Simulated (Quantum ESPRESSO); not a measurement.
CuO: projected density-of-states run (part 2 of 3)

The same run, continued: CuO (P-6m2, 2 atoms in the cell); Kohn-Sham DFT of a periodic cell, LDA, DFT+U, SSSP 1.3 efficiency PBE, no spin polarisation (Quantum ESPRESSO 7.5); cutoff 748.31 eV, 11×11×10 k-mesh, fermi-dirac of 0.05 eV. The structure was built on a prototype by a generator; it need not be a known phase.

Geometry of the input (Å; fractional positions):
```
2.8363  0.0000  0.0000
-1.4182  2.4563  0.0000
0.0000  0.0000  2.7681
Cu 0.0000  0.0000  0.0000
O  0.6667  0.3333  0.5000
```

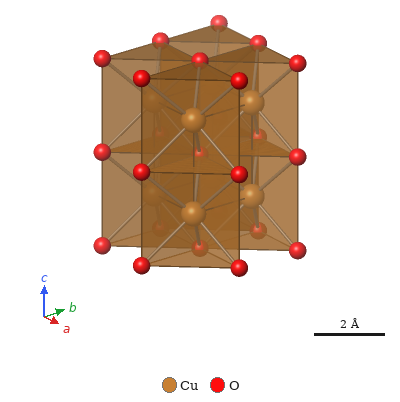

The structure (polyhedral view of the cell of the calculation, seen slightly off an axis; polyhedra are completed across the faces of the cell).

**The program's output, continued**
```
     =================== HUBBARD OCCUPATIONS ===================
     ------------------------ ATOM    1 ------------------------
     Tr[ns(  1)] =   9.26507
     eigenvalues:
       0.851  0.851  0.971  0.971  0.988
     eigenvectors (columns):
       0.000 -0.000 -0.000 -0.000  1.000
      -0.132  0.991 -0.000  0.000  0.000
       0.991  0.132  0.000 -0.000 -0.000
      -0.000  0.000  0.790 -0.613  0.000
      -0.000  0.000  0.613  0.790  0.000
     occupation matrix ns (before diag.):
       0.988  0.000 -0.000  0.000  0.000
       0.000  0.851  0.000 -0.000 -0.000
      -0.000  0.000  0.851  0.000  0.000
       0.000 -0.000  0.000  0.971 -0.000
       0.000 -0.000  0.000 -0.000  0.971

     Number of occupied Hubbard levels =    9.2651

     total energy              =    -248.49066110 Ry
     estimated scf accuracy    <       0.28263144 Ry

     iteration #  2     ecut=    55.00 Ry     beta= 0.30
     Davidson diagonalization with overlap
     ethr =  1.66E-03,  avg # of iterations =  1.6

     total energy              =    -248.55222973 Ry
     estimated scf accuracy    <       0.13423949 Ry

     iteration #  3     ecut=    55.00 Ry     beta= 0.30
     Davidson diagonalization with overlap
     ethr =  7.90E-04,  avg # of iterations =  1.3

     total energy              =    -248.56961008 Ry
     estimated scf accuracy    <       0.00418252 Ry

     iteration #  4     ecut=    55.00 Ry     beta= 0.30
     Davidson diagonalization with overlap
     ethr =  2.46E-05,  avg # of iterations =  4.9

     total energy              =    -248.56972167 Ry
     estimated scf accuracy    <       0.00120272 Ry

     iteration #  5     ecut=    55.00 Ry     beta= 0.30
     Davidson diagonalization with overlap
     ethr =  7.07E-06,  avg # of iterations =  2.1

     total energy              =    -248.56982086 Ry
     estimated scf accuracy    <       0.00003995 Ry

     iteration #  6     ecut=    55.00 Ry     beta= 0.30
     Davidson diagonalization with overlap
     ethr =  2.35E-07,  avg # of iterations =  2.8

     total energy              =    -248.56982562 Ry
     estimated scf accuracy    <       0.00002159 Ry

     iteration #  7     ecut=    55.00 Ry     beta= 0.30
     Davidson diagonalization with overlap
     ethr =  1.27E-07,  avg # of iterations =  1.1

     total energy              =    -248.56982827 Ry
     estimated scf accuracy    <       0.00000030 Ry

     iteration #  8     ecut=    55.00 Ry     beta= 0.30
     Davidson diagonalization with overlap
     ethr =  1.77E-09,  avg # of iterations =  2.1

     total energy              =    -248.56982835 Ry
     estimated scf accuracy    <       0.00000042 Ry

     iteration #  9     ecut=    55.00 Ry     beta= 0.30
     Davidson diagonalization with overlap
     ethr =  1.77E-09,  avg # of iterations =  1.1

     total energy              =    -248.56982839 Ry
     estimated scf accuracy    <          2.3E-09 Ry

     iteration # 10     ecut=    55.00 Ry     beta= 0.30
     Davidson diagonalization with overlap
     ethr =  1.36E-11,  avg # of iterations =  2.9

     total energy              =    -248.56982839 Ry
     estimated scf accuracy    <       0.00000001 Ry

     iteration # 11     ecut=    55.00 Ry     beta= 0.30
     Davidson diagonalization with overlap
     ethr =  1.36E-11,  avg # of iterations =  2.2

     End of self-consistent calculation

     =================== HUBBARD OCCUPATIONS ===================
     ------------------------ ATOM    1 ------------------------
     Tr[ns(  1)] =   9.51840
     eigenvalues:
       0.899  0.899  0.985  0.985  0.992
     eigenvectors (columns):
       0.000 -0.000 -0.000 -0.000  1.000
      -0.132  0.991 -0.000  0.000  0.000
       0.991  0.132  0.000 -0.000 -0.000
      -0.000  0.000  0.791 -0.612  0.000
      -0.000  0.000  0.612  0.791  0.000
     occupation matrix ns (before diag.):
       0.992  0.000 -0.000  0.000  0.000
       0.000  0.899  0.000 -0.000 -0.000
      -0.000  0.000  0.899  0.000  0.000
       0.000 -0.000  0.000  0.985 -0.000
       0.000 -0.000  0.000 -0.000  0.985

     Number of occupied Hubbard levels =    9.5184

          k = 0.0000 0.0000 0.0000 (   889 PWs)   bands (ev):

    -9.5089   5.0618   5.0949   5.0949   6.8275   6.9404   6.9404   8.9456
     8.9456  10.7068  24.7728  26.1683  26.1683  28.0737  30.7627  35.8757
    35.8757  41.3630

          k = 0.0000 0.0000 0.1025 (   889 PWs)   bands (ev):

    -9.4251   4.8118   5.1434   5.1434   6.5525   6.8445   6.8445   8.9782
     8.9782  11.2962  24.0384  26.3940  26.3940  28.6369  31.0855  35.2274
    35.2274  41.3368

          k = 0.0000 0.0000 0.2049 (   888 PWs)   bands (ev):

    -9.1964   3.9080   5.2760   5.2760   6.4529   6.6174   6.6174   9.0322
     9.0322  12.5070  22.4309  27.0617  27.0617  30.0021  31.8319  34.0164
    34.0164  39.6527

          k = 0.0000 0.0000 0.3074 (   906 PWs)   bands (ev):

    -8.8887   2.7908   5.4543   5.4543   6.3681   6.3681   6.6565   9.0490
     9.0490  13.8674  20.5517  28.1364  28.1364  31.5191  32.9439  32.9439
    33.0241  36.8830

          k = 0.0000 0.0000 0.4099 (   918 PWs)   bands (ev):

    -8.6136   1.9477   5.6165   5.6165   6.1790   6.1790   6.8896   9.0289
     9.0289  15.3049  18.6789  29.5122  29.5122  32.2376  32.2376  32.3557
    34.4950  34.4950

          k = 0.0000 0.0000-0.5123 (   912 PWs)   bands (ev):

    -8.5008   1.6349   5.6869   5.6869   6.1053   6.1053   6.9883   9.0138
     9.0138  16.6488  17.1656  30.5137  30.5137  31.9467  31.9467  32.6267
    33.2060  33.2060

          k = 0.0000 0.1050 0.0000 (   895 PWs)   bands (ev):

    -9.4245   4.8406   5.1628   5.1648   6.2814   6.9306   7.5389   8.4682
     8.8477  11.3324  24.8045  24.9831  26.2782  27.9376  32.0379  35.7638
    35.8686  41.0684

          k = 0.0000 0.1050 0.1025 (   892 PWs)   bands (ev):

    -9.3430   4.8384   4.9697   5.2037   6.1550   6.8299   7.2925   8.5878
     8.9000  11.8351  24.1202  25.1110  26.4703  28.4586  32.3486  35.1807
    35.3782  40.3743

          k = 0.0000 0.1050 0.2049 (   894 PWs)   bands (ev):

    -9.1207   3.9810   5.0944   5.3131   6.1425   6.5996   6.9685   8.7279
     8.9995  12.9299  22.5165  25.6550  27.0266  29.6382  32.9252  33.9349
    34.7434  38.2766

          k = 0.0000 0.1050 0.3074 (   901 PWs)   bands (ev):

    -8.8225   2.8946   5.3143   5.4500   6.1881   6.3645   6.8440   8.7849
     9.0674  14.1920  20.6666  26.5275  27.8661  30.6349  32.8865  33.3089
    34.7939  36.4984

          k = 0.0000 0.1050 0.4099 (   906 PWs)   bands (ev):

    -8.5568   2.0768   5.5128   5.5542   6.1059   6.2129   6.9494   8.7742
     9.0876  15.5197  18.8678  27.6560  28.7573  30.2973  32.3187  33.4782
    35.2080  35.7483

          k = 0.0000 0.1050-0.5123 (   902 PWs)   bands (ev):

    -8.4480   1.7740   5.5885   5.5993   6.0473   6.1673   7.0259   8.7577
     9.0879  16.5979  17.6089  28.6218  29.1813  29.4632  32.2316  33.2899
    34.8313  35.5593

          k = 0.0000 0.2099 0.0000 (   899 PWs)   bands (ev):

    -9.1888   4.2673   5.2981   5.3534   5.7773   6.9043   7.8108   8.1827
     8.5806  12.4317  22.8814  25.1248  26.5144  27.6185  32.8586  36.0587
    37.0558  39.7675

          k = 0.0000 0.2099 0.1025 (   898 PWs)   bands (ev):

    -9.1139   4.3485   5.0044   5.3686   5.7763   6.7948   7.6726   8.1620
     8.6863  12.8617  22.9464  24.4765  26.6056  27.8854  33.3060  35.3049
    36.6862  39.2463

          k = 0.0000 0.2099 0.2049 (   895 PWs)   bands (ev):

    -8.9101   4.1071   4.6327   5.3971   5.8820   6.5774   7.3011   8.2591
     8.9045  13.8047  22.5033  23.7313  26.8404  28.5151  33.6088  34.1002
    36.3233  38.5999

          k = 0.0000 0.2099 0.3074 (   904 PWs)   bands (ev):

    -8.6392   3.1513   4.9173   5.3995   5.9885   6.4107   7.0586   8.3189
     9.1029  14.8538  20.9265  24.2244  27.1082  28.7610  33.1659  33.2855
    37.0220  38.5146

          k = 0.0000 0.2099 0.4099 (   903 PWs)   bands (ev):

    -8.4009   2.4172   5.1838   5.3669   5.9853   6.3472   7.0542   8.2920
     9.2255  15.8459  19.4347  25.0878  27.2833  27.9980  33.0311  33.1035
    38.2215  38.2588

          k = 0.0000 0.2099-0.5123 (   898 PWs)   bands (ev):

    -8.3042   2.1451   5.2960   5.3460   5.9536   6.3381   7.1047   8.2580
     9.2652  16.4115  18.6758  25.7797  27.2204  27.3345  33.0512  33.1420
    37.5731  39.0134

          k = 0.0000 0.3149 0.0000 (   899 PWs)   bands (ev):

    -8.8579   3.5178   5.3896   5.4023   5.6373   6.8700   7.4000   8.2078
     8.7521  13.5554  21.0485  25.2742  26.6856  27.2926  32.6369  36.8358
    37.8536  39.3724

          k = 0.0000 0.3149 0.1025 (   889 PWs)   bands (ev):

    -8.7927   3.6065   5.0061   5.5950   5.6097   6.7671   7.3981   8.3882
     8.5295  13.9319  21.0352  24.8147  26.6307  27.1354  33.3838  35.9960
    36.5558  40.5885

          k = 0.0000 0.3149 0.2049 (   898 PWs)   bands (ev):

    -8.6165   3.7616   4.4506   5.4623   5.7838   6.6225   7.2766   8.2351
     8.7585  14.7157  20.9545  23.6923  26.4522  27.2225  33.3734  34.9244
    36.7764  41.7729

          k = 0.0000 0.3149 0.3074 (   900 PWs)   bands (ev):

    -8.3861   3.3799   4.4133   5.2758   5.9246   6.5655   7.0972   8.1104
     9.1203  15.4339  20.6232  22.9723  26.1649  27.0213  32.7225  34.3651
    38.6175  42.1073

          k = 0.0000 0.3149 0.4099 (   897 PWs)   bands (ev):

    -8.1881   2.8265   4.6604   5.1218   5.9808   6.5662   7.1032   7.9916
     9.3724  15.8682  20.0972  23.0859  25.8858  26.1942  32.8191  34.2568
    40.5053  41.1203

          k = 0.0000 0.3149-0.5123 (   904 PWs)   bands (ev):

    -8.1096   2.6094   4.7639   5.0637   5.9875   6.5729   7.1763   7.9059
     9.4620  16.0024  19.8601  23.3650  25.6337  25.7699  32.9783  34.2851
    40.6816  41.6292

          k = 0.0000 0.4199 0.0000 (   887 PWs)   bands (ev):

    -8.5279   2.8338   5.1281   5.3988   5.9687   6.8388   7.2690   7.8070
     9.1800  14.6020  19.5276  25.1747  26.7081  27.0819  32.8867  36.2918
    38.3741  39.4378

          k = 0.0000 0.4199 0.1025 (   898 PWs)   bands (ev):

    -8.4735   2.9273   4.8821   5.5894   5.8124   6.7877   7.2287   8.0695
     8.9273  14.9421  19.4140  25.0227  26.5220  26.5482  33.6383  35.6584
    37.2221  40.8937

          k = 0.0000 0.4199 0.2049 (   896 PWs)   bands (ev):

    -8.3276   3.1456   4.4791   5.4712   5.8398   6.7587   7.0980   8.4921
     8.5891  15.5587  19.2148  24.1870  26.0179  26.1926  32.9707  36.2316
    37.3843  42.5257

          k = 0.0000 0.4199 0.3074 (   897 PWs)   bands (ev):

    -8.1400   3.2674   4.1609   5.1374   6.0572   6.7714   6.9838   8.1841
     9.1055  15.7700  19.3793  23.1793  25.3734  25.8265  32.4071  35.7791
    40.1170  43.2024

          k = 0.0000 0.4199 0.4099 (   904 PWs)   bands (ev):

    -7.9817   3.0959   4.1478   4.9099   6.2073   6.7923   7.0652   7.9372
     9.4798  15.5200  20.0771  22.3225  24.8428  25.1675  32.6453  35.6712
    41.9925  43.2108

          k = 0.0000 0.4199-0.5123 (   902 PWs)   bands (ev):

    -7.9196   2.9755   4.1865   4.8300   6.2637   6.8015   7.2012   7.7754
     9.6172  15.3525  20.6734  21.7611  24.6389  24.8370  32.8752  35.6708
    41.8965  44.0686

          k = 0.0000 0.5249 0.0000 (   893 PWs)   bands (ev):

    -8.3188   2.4269   4.9962   5.3455   6.2449   6.8203   7.2814   7.4950
     9.4100  15.4157  18.4707  24.9984  26.6679  26.9996  33.4296  35.4253
    39.2179  40.2581

          k = 0.0000 0.5249 0.1025 (   893 PWs)   bands (ev):

    -8.2718   2.5229   4.7877   5.5724   5.9388   6.8591   7.2086   7.8288
     9.1543  15.7848  18.2386  24.9846  26.3682  26.4105  33.7045  35.5641
    38.2289  41.0278

          k = 0.0000 0.5249 0.2049 (   893 PWs)   bands (ev):

    -8.1469   2.7598   4.4694   5.4562   5.9210   6.8916   7.0183   8.4608
     8.6794  16.3510  17.8833  24.4605  25.7182  25.7432  32.6652  37.3375
    38.2112  42.2491

          k = 0.0000 0.5249 0.3074 (   899 PWs)   bands (ev):

    -7.9871   3.0092   4.1395   5.0518   6.2687   6.8730   6.9175   8.2908
     9.0800  15.8772  18.5342  23.4237  24.9328  25.3430  32.2270  36.8919
    41.3075  43.1816

          k = 0.0000 0.5249 0.4099 (   903 PWs)   bands (ev):

    -7.8517   3.1348   3.8936   4.7905   6.5509   6.9366   6.9612   7.9654
     9.5326  15.1017  19.7056  22.2602  24.2871  24.8845  32.5595  36.7274
    41.7854  44.9907

          k = 0.0000 0.5249-0.5123 (   902 PWs)   bands (ev):

    -7.7979   3.1447   3.8201   4.7003   6.6503   6.9438   7.1400   7.7527
     9.7003  14.7772  20.9411  21.0261  24.0421  24.6889  32.8303  36.6915
    41.4890  45.8040

          k = 0.0909 0.1575 0.0000 (   899 PWs)   bands (ev):

    -9.2641   4.4626   5.2570   5.2847   5.9038   6.9077   7.9697   8.0172
     8.6507  12.1392  23.4748  24.9724  26.4500  27.7152  33.0907  35.1910
    37.0364  39.7342

          k = 0.0909 0.1575 0.1025 (   893 PWs)   bands (ev):

    -9.1871   4.5454   4.9740   5.2988   5.8690   6.7952   7.6611   8.1789
     8.7490  12.5827  23.5511  24.4100  26.2840  28.3593  33.1675  34.8292
    36.6547  39.6149

          k = 0.0909 0.1575 0.2049 (   896 PWs)   bands (ev):

    -8.9773   4.0942   4.7633   5.3602   5.9480   6.5675   7.2601   8.3397
     8.9357  13.5610  22.6358  24.1637  26.5440  29.5119  32.2314  35.1176
    36.2611  37.8029

          k = 0.0909 0.1575 0.3074 (   903 PWs)   bands (ev):

    -8.6976   3.0775   5.0438   5.4123   6.0392   6.3825   7.0300   8.4173
     9.0946  14.6738  20.8813  24.8256  27.0357  30.0463  31.4745  35.1608
    36.2979  36.8308

          k = 0.0909 0.1575 0.4099 (   907 PWs)   bands (ev):

    -8.4503   2.3128   5.2760   5.4436   6.0106   6.3058   7.0336   8.4056
     9.1855  15.7790  19.2612  25.7694  27.4725  28.7523  32.2948  34.3619
    36.0296  37.6654

          k = 0.0909 0.1575-0.5123 (   902 PWs)   bands (ev):

    -8.3497   2.0301   5.3364   5.4894   5.9642   6.2921   7.0826   8.3815
     9.2129  16.4824  18.3623  26.5685  27.6451  27.7640  32.7706  33.9037
    35.7492  38.1099

          k = 0.0909 0.2624 0.0000 (   890 PWs)   bands (ev):

    -8.9794   3.8381   5.3542   5.5175   5.5201   6.8656   7.4933   8.3022
     8.5731  13.2192  21.7978  24.8798  26.8265  27.4216  33.2050  35.3190
    37.8162  39.5140

          k = 0.0909 0.2624 0.1025 (   897 PWs)   bands (ev):

    -8.9106   3.9326   5.0214   5.4009   5.7187   6.7401   7.5630   8.2263
     8.5628  13.6020  21.8459  24.6674  25.7648  28.3920  32.9183  35.1148
    37.8879  39.7017

          k = 0.0909 0.2624 0.2049 (   901 PWs)   bands (ev):

    -8.7240   4.0814   4.3582   5.3776   5.8407   6.5701   7.4596   8.0406
     8.8283  14.4239  21.8819  23.4113  25.6796  29.0142  31.8266  35.9220
    37.0229  40.0500

          k = 0.0909 0.2624 0.3074 (   902 PWs)   bands (ev):

    -8.4784   3.3464   4.5668   5.2940   5.9319   6.5074   7.1976   8.0471
     9.1185  15.2637  21.0971  23.0199  25.9448  28.2081  32.1060  35.2737
    37.5305  40.0406

          k = 0.0909 0.2624 0.4099 (   900 PWs)   bands (ev):

    -8.2654   2.6955   4.8122   5.2541   5.9403   6.5118   7.1282   8.0070
     9.3206  15.9227  19.9778  23.5570  26.1253  26.8472  33.1065  34.4978
    37.7499  40.5976

          k = 0.0909 0.2624-0.5123 (   898 PWs)   bands (ev):

    -8.1802   2.4526   4.8713   5.2872   5.9144   6.5203   7.1571   7.9623
     9.3921  16.2051  19.4985  23.9993  26.1065  26.1871  33.7464  34.0303
    37.6987  41.0367

          k = 0.0909 0.3674 0.0000 (   893 PWs)   bands (ev):

    -8.6461   3.1682   5.2281   5.3632   5.8242   6.8188   7.2347   7.8947
     9.0523  14.3355  20.2676  24.5025  27.2129  27.3184  32.8946  36.0380
    36.5608  40.7145

          k = 0.0909 0.3674 0.1025 (   891 PWs)   bands (ev):

    -8.5875   3.2658   4.9282   5.4449   5.8201   6.7148   7.3033   8.0605
     8.8326  14.6583  20.2287  24.5852  25.6517  28.1301  32.8210  35.5509
    37.5158  40.1676

          k = 0.0909 0.3674 0.2049 (   895 PWs)   bands (ev):

    -8.4301   3.4891   4.4182   5.3362   5.8583   6.6789   7.2882   8.1640
     8.7373  15.2843  20.1522  23.9062  24.9269  27.7720  32.4589  36.2200
    37.6416  41.4223

          k = 0.0909 0.3674 0.3074 (   899 PWs)   bands (ev):

    -8.2266   3.4511   4.1509   5.1285   5.9633   6.7255   7.1665   7.9913
     9.1100  15.6986  20.1711  22.7528  25.0637  26.6016  32.8455  35.5068
    39.3565  42.1182

          k = 0.0909 0.3674 0.4099 (   902 PWs)   bands (ev):

    -8.0543   3.0478   4.2675   5.0447   6.0258   6.7674   7.1607   7.8345
     9.4314  15.7523  20.3785  22.1055  25.0697  25.4997  33.5375  35.0618
    40.2534  42.4718

          k = 0.0909 0.3674-0.5123 (   902 PWs)   bands (ev):

    -7.9867   2.8692   4.3056   5.0543   6.0372   6.7843   7.2313   7.7282
     9.5528  15.7078  20.5360  21.8929  25.0253  25.0680  33.8567  34.9452
    40.5243  42.2584

          k = 0.0909 0.4724 0.0000 (   896 PWs)   bands (ev):

    -8.3725   2.6599   5.0489   5.2876   6.1386   6.7830   7.1768   7.5185
     9.3738  15.3757  18.9888  24.0886  27.1380  27.6109  33.1559  34.7891
    38.1246  40.3996

          k = 0.0909 0.4724 0.1025 (   900 PWs)   bands (ev):

    -8.3235   2.7574   4.8100   5.4407   5.9417   6.7756   7.2184   7.7655
     9.1334  15.6717  18.8436  24.1718  26.0438  27.6149  33.2570  35.2735
    38.2927  40.2259

          k = 0.0909 0.4724 0.2049 (   894 PWs)   bands (ev):
```
